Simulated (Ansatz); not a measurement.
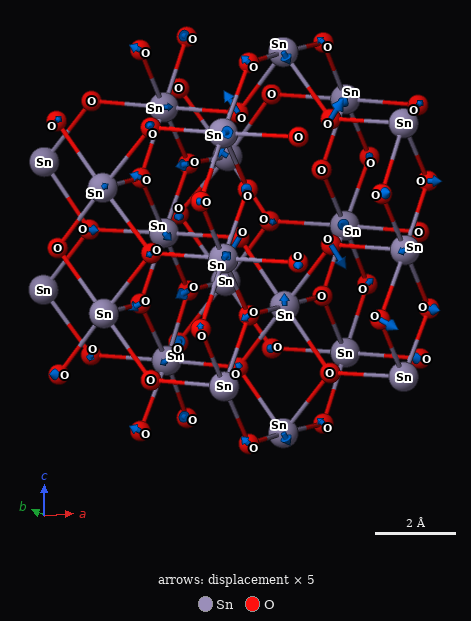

A relaxation of a defect cell of composition Sn23O48 (cell charge −3). The starting structure is drawn; blue arrows show the displacements, 5 times their true length.

The picture is a ball-and-stick view of the atoms within 5.8 Å of the atom that moves most (axes of the cell of the calculation (origin shifted)), seen slightly off an axis.

Level of theory: DFT, PBEsol, PAW, plane waves (Ansatz). Set-up: plane-wave cutoff 420 eV; k-point mesh 1 × 1 × 1; mesh shifted by (0.25, 0.25, 0.25); collinear spin; atoms relaxed in a fixed cell; force threshold 0.03 eV/Å; at most 80 steps.

Question: What happened in the run?

Answer: The largest move is that of an O atom, 0.17 Å along [−1 1 −2]. Largest moves by element: O 0.17 Å, Sn 0.09 Å. The cell stays as it was. Among the contacts that change: O–Sn 2.097 → 1.965 Å, O–Sn 2.103 → 1.995 Å, O–Sn 2.089 → 1.987 Å, O–Sn 1.974 → 2.070 Å. Bond angles that change, for instance: O–Sn–O 76.9° → 87.7°, O–Sn–O 77.8° → 87.6°, Sn–O–Sn 128.4° → 136.8°. After 5 geometry steps the energy has fallen by 2.163 eV per cell of the calculation. The largest force component goes from 3.7 to 0.019 eV/Å. The run took 7.2 s on 1 × NVIDIA GB200 with 8 threads of Arm Neoverse-V2, peak memory 1.9 GiB.

Limits of the set-up: the cell is charged, on a uniform background, and energies carry no finite-size correction.
